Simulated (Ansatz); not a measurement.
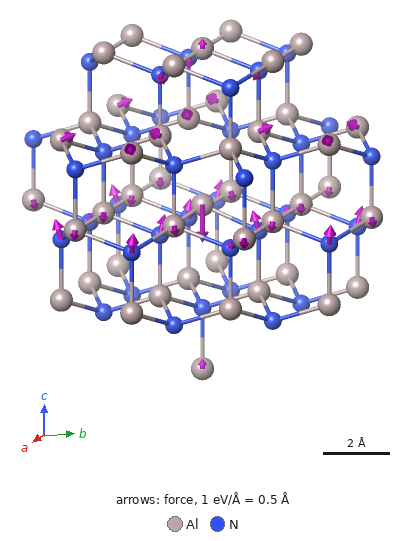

Starting geometry of a defect cell of composition Al$_{16}$N$_{15}$ (cell charge +1) with the computed forces as purple arrows. The picture is a ball-and-stick view of the atoms within 5.8 Å of the atom that moves most (axes of the cell of the calculation (origin shifted)), seen slightly off an axis.

All numbers below come from DFT, PBE, plane-wave PAW, default files, scalar-relativistic in Ansatz. Set-up: plane-wave cutoff 420 eV; k-point mesh 4 × 4 × 2; occupations fermi dirac; smearing width 0.01 eV; collinear spin; atoms relaxed in a fixed cell; force threshold 0.03 eV/Å; at most 40 steps.

Q: What follows when this structure is relaxed?

A: It isn't relaxed: the largest force vector, on an Al atom, is 2.37 eV/Å. The final displacements follow the starting forces only in part (cosine between the two patterns 0.78). After 4 geometry steps the energy has fallen by 0.388 eV per cell of the calculation. The largest force component goes from 2.4 to 0.0071 eV/Å. The largest move is that of an Al atom, 0.21 Å along −c. By element the largest moves are Al 0.21 Å, N 0.03 Å. The cell stays as it was. Near-neighbour distances that change, for instance: Al–N 1.935 → 1.860 Å, Al–N 1.893 → 1.929 Å, Al–N 1.893 → 1.906 Å, Al–N 1.894 → 1.885 Å. Bond angles that change, for instance: Al–N–Al 111.8° → 104.9°, N–Al–N 107.1° → 113.7°, Al–N–Al 108.9° → 112.4°. The program noted that the starting moments weren't kept.

Limits of the set-up: the periodic images lie only 6.2 Å apart, so the values are limited by the cell's size; the cell is charged, on a uniform background, and energies carry no finite-size correction.
